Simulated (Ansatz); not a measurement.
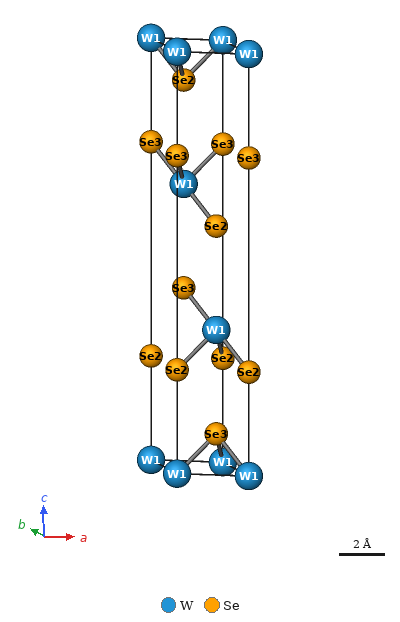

Fig. 1: The input geometry of the first run (ball-and-stick view of the cell 3 times as large as that of the calculation, set on its symmetry axes, seen slightly off an axis; atoms are numbered from 1 in the order of the input). Near neighbours in the crystal (not all of them lie inside the picture): W has 6 Se at 2.55 Å; Se has 3 W at 2.55 Å.

# What a change does: single-point calculation on WSe2

System: WSe2 (3 atoms in the cell).
Method of the first run: DFT, PBE, plane waves, PAW, no spin polarisation (Ansatz 0.2.0).

The structure was built on a prototype by a generator. The geometry comes from this level: r2scan-rvv10. Text and figures count atoms from 1; the logs count them from 0 in places.

The input, the first run:
```yaml
crystal:
  lattice:
    - [1.6433003578, 0.948759904, 6.4972669668]
    - [-1.6433003578, 0.948759904, 6.4972669668]
    - [0.0, -1.8975198079, 6.4972669668]
  atoms:
    - { symbol: W, position: [0.0, 0.0, 0.0] }
    - { symbol: Se, position: [0.2462563275, 0.2462563275, 0.2462563275] }
    - { symbol: Se, position: [0.7537436725, 0.7537436725, 0.7537436725] }
kpoints:
  mp_grid: { grid: [6, 6, 6] }
hamiltonian:
  xc: pbe
scf:
  occupations: { method: fermi_dirac, width: 0.02 }
  n_extra_bands: 4
  mixing: { preconditioner: resta }
output:
  forces: true
  stress: true
  eigenvalues: true
```

Launched with:
```bash
ansatz run input.yaml --threads 4 --pin off --max-ram 3686MiB --backend cpu --events-out ev --progress --plain --runs-dir out
```

Hardware: 4 threads of Arm Neoverse N1, 54 GiB of memory available, shared host.

Output, shortened to warnings, some set-up lines, iterations and results (the first run):
```
Basis set: ecut = 420 eV, 1209 PW (Γ), FFT grids on a1−a3, a2−a3, a3, exchange–correlation on 48×48×96 points (8 copies of the dense FFT grid, shifted against one another)
Symmetry: 12 space group operations
k-points: 32 of 216
Initial density: superposition of atomic densities (neutral atoms: chi_scale 0, normalization atom), corrected by the library's trained network
[...]
SCF iter   1: F=—  HF=-21323.893739 eV  |F-HF|=—  |Δ(HF+E_count)|=         —  Δρ=2.94e-3  dr2=7.78e-3  ethr=1.77e-3  ⟨swp⟩=6.1  Hψ=3520  notcnv=0
SCF iter   2: F=—  HF=-21323.894370 eV  |F-HF|=—  |Δ(HF+E_count)|=   6.32e-4  Δρ=1.72e-3  dr2=1.37e-3  ethr=1.69e-5  ⟨swp⟩=2.0  Hψ=1360  notcnv=0
SCF iter   3: F=—  HF=-21323.894772 eV  |F-HF|=—  |Δ(HF+E_count)|=   4.02e-4  Δρ=6.45e-4  dr2=6.56e-4  ethr=2.99e-6  ⟨swp⟩=2.1  Hψ=1240  notcnv=0
SCF iter   4: F=—  HF=-21323.894737 eV  |F-HF|=—  |Δ(HF+E_count)|=   3.48e-5  Δρ=1.57e-4  dr2=2.07e-5  ethr=1.43e-6  ⟨swp⟩=2.2  Hψ=1144  notcnv=0
SCF iter   5: F=—  HF=-21323.894738 eV  |F-HF|=—  |Δ(HF+E_count)|=   9.15e-7  Δρ=7.74e-5  dr2=3.56e-6  ethr=4.50e-8  ⟨swp⟩=2.1  Hψ=1414  notcnv=0
SCF iter   6: F=—  HF=-21323.894742 eV  |F-HF|=—  |Δ(HF+E_count)|=   4.11e-6  Δρ=1.79e-5  dr2=2.28e-7  ethr=7.75e-9  ⟨swp⟩=2.6  Hψ=1533  notcnv=0
SCF iter   7: F=-21323.894743 eV  HF=-21323.894743 eV  |F-HF|=1.37e-8  |Δ(HF+E_count)|=   4.19e-7  Δρ=4.99e-6  dr2=1.36e-8  ethr=2.17e-10  ⟨swp⟩=5.8  Hψ=3716  notcnv=0
SCF 1 converged in 7 iterations: F = -21323.894743 eV  dr2 = 1.36e-8
SCF converged after 7 iterations
Free energy (F): -21323.894743 eV
Harris-Foulkes:  -21323.894743 eV  (|F-HF|=1.37e-8)
Internal energy: -21323.893194 eV  (E = F + TS)
E sigma→0 (E₀):  -21323.893968 eV
Entropy (-TS):   -0.001549 eV (-0.516 meV/atom)
Fermi energy:    13.412954 eV
--- Per-component energies (eV) ---
  E_band       = -841.161957
  E_kinetic    = 689.050718
  E_local      = -5634.447555  (includes V_loc(G=0)·N_el)
  E_nonlocal   = -1189.154755
  E_hartree    = 2709.147561
  E_xc         = -476.061720
  E_vxc        = -436.185685  (∫ρ·V_xc dr)
  E_paw        = -12385.989492  (= ΣΔE_a)
  E_vpaw       = 311.281891  (= ΣTr[D̂ρ^β])
  E_aug_tail   = -0.001244  (compensation charges beyond the density's cutoff)
  E_ewald      = -5036.436707
  E_smearing   = -0.001549  (= −TS)
  E_closure    = -0.000000  (closes the sum)
  Σ components = -21323.894743   (vs F -21323.894743, Δ=0.00e0)
--- Forces (eV/Å), atoms counted from 1 ---
  atom   1  W      0.00000000     0.00000000     0.00000000
  atom   2  Se     0.00000000    -0.00000000    -0.29858281
  atom   3  Se     0.00000000     0.00000000     0.29858281
  max |Σ_I F_I| component: 1.11e-16 eV/Å
--- Stress (GPa, compression-positive) ---
        2.398095       0.000000       0.000000
        0.000000       2.398095       0.000000
        0.000000       0.000000       4.856831
  P = ⅓ Tr σ = 3.2177 GPa (32.177 kbar)
```

The input of the second run differs as follows (lines with − go, lines with + come):
```diff
-  mixing: { preconditioner: resta }
```

Predict how the results change.

Both reach the same energy, so the change doesn't alter the result. The SCF takes 6 iterations against 7.

Output, shortened to warnings, some set-up lines, iterations and results (the second run):
```
Basis set: ecut = 420 eV, 1209 PW (Γ), FFT grids on a1−a3, a2−a3, a3, exchange–correlation on 48×48×96 points (8 copies of the dense FFT grid, shifted against one another)
Symmetry: 12 space group operations
k-points: 32 of 216
Initial density: superposition of atomic densities (neutral atoms: chi_scale 0, normalization atom), corrected by the library's trained network
[...]
SCF iter   1: F=—  HF=-21323.893739 eV  |F-HF|=—  |Δ(HF+E_count)|=         —  Δρ=2.94e-3  dr2=7.78e-3  ethr=1.77e-3  ⟨swp⟩=6.1  Hψ=3520  notcnv=0
SCF iter   2: F=—  HF=-21323.894937 eV  |F-HF|=—  |Δ(HF+E_count)|=   1.20e-3  Δρ=9.49e-4  dr2=1.30e-3  ethr=1.69e-5  ⟨swp⟩=2.0  Hψ=1485  notcnv=0
SCF iter   3: F=—  HF=-21323.894785 eV  |F-HF|=—  |Δ(HF+E_count)|=   1.52e-4  Δρ=3.38e-4  dr2=2.17e-4  ethr=2.82e-6  ⟨swp⟩=2.0  Hψ=1280  notcnv=0
SCF iter   4: F=—  HF=-21323.894748 eV  |F-HF|=—  |Δ(HF+E_count)|=   3.71e-5  Δρ=7.32e-5  dr2=9.72e-6  ethr=4.71e-7  ⟨swp⟩=2.0  Hψ=1081  notcnv=0
SCF iter   5: F=—  HF=-21323.894743 eV  |F-HF|=—  |Δ(HF+E_count)|=   5.43e-6  Δρ=1.37e-5  dr2=3.25e-7  ethr=2.11e-8  ⟨swp⟩=2.0  Hψ=1095  notcnv=0
SCF iter   6: F=-21323.894743 eV  HF=-21323.894743 eV  |F-HF|=1.05e-8  |Δ(HF+E_count)|=   8.59e-8  Δρ=2.94e-6  dr2=8.32e-9  ethr=2.17e-10  ⟨swp⟩=5.4  Hψ=3552  notcnv=0
SCF 1 converged in 6 iterations: F = -21323.894743 eV  dr2 = 8.32e-9
SCF converged after 6 iterations
Free energy (F): -21323.894743 eV
Harris-Foulkes:  -21323.894743 eV  (|F-HF|=1.05e-8)
Internal energy: -21323.893194 eV  (E = F + TS)
E sigma→0 (E₀):  -21323.893968 eV
Entropy (-TS):   -0.001549 eV (-0.516 meV/atom)
Fermi energy:    13.412950 eV
--- Per-component energies (eV) ---
  E_band       = -841.163363
  E_kinetic    = 689.050841
  E_local      = -5634.447732  (includes V_loc(G=0)·N_el)
  E_nonlocal   = -1189.155574
  E_hartree    = 2709.147687
  E_xc         = -476.061794
  E_vxc        = -436.185766  (∫ρ·V_xc dr)
  E_paw        = -12385.988672  (= ΣΔE_a)
  E_vpaw       = 311.281860  (= ΣTr[D̂ρ^β])
  E_aug_tail   = -0.001244  (compensation charges beyond the density's cutoff)
  E_ewald      = -5036.436707
  E_smearing   = -0.001549  (= −TS)
  E_closure    = -0.000000  (closes the sum)
  Σ components = -21323.894743   (vs F -21323.894743, Δ=0.00e0)
--- Forces (eV/Å), atoms counted from 1 ---
  atom   1  W     -0.00000000     0.00000000     0.00000000
  atom   2  Se     0.00000000    -0.00000000    -0.29857078
  atom   3  Se     0.00000000     0.00000000     0.29857078
  max |Σ_I F_I| component: 1.31e-31 eV/Å
--- Stress (GPa, compression-positive) ---
        2.398098       0.000000       0.000000
        0.000000       2.398098       0.000000
        0.000000       0.000000       4.856806
  P = ⅓ Tr σ = 3.2177 GPa (32.177 kbar)
```

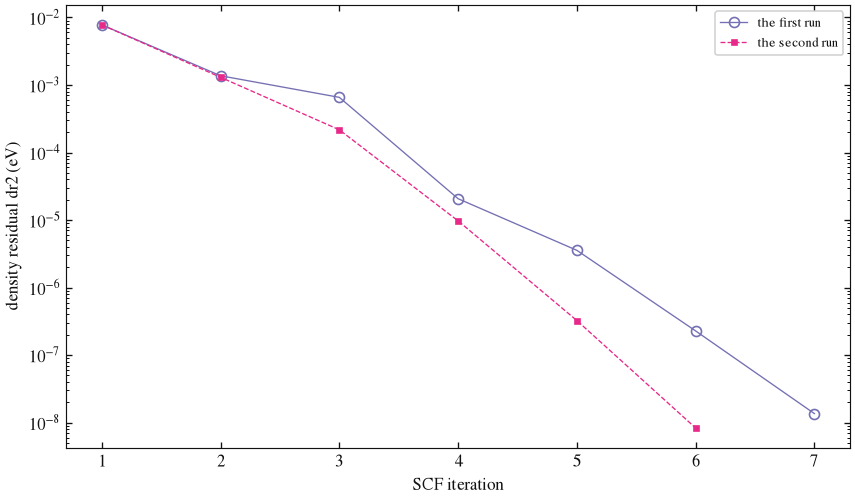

Fig. 2: Convergence of the two runs: density residual dr2 against the SCF iteration. The first run takes 7 iterations in all, and the second run takes 6.

The two runs side by side:

| quantity | the first run | the second run |
| --- | --- | --- |
| outcome | converged | converged |
| free energy per atom (eV) | −7107.9649 | −7107.9649 |
| energy per atom, smearing taken to zero (eV) | −7107.9647 | −7107.9647 |
| gap on the mesh (eV) | 0.00 | 0.00 |
| pressure (GPa) | 3.22 | 3.22 |
| largest force (eV/Å) | 0.299 | 0.299 |
| SCF iterations | 7 | 6 |
| irreducible k-points | 32 | 32 |
| plane waves at Γ | 1209 | 1209 |
| wall time (shared host) | 1.6 s | 1.6 s |

For both runs: Spin–orbit coupling is left out, which matters for W.
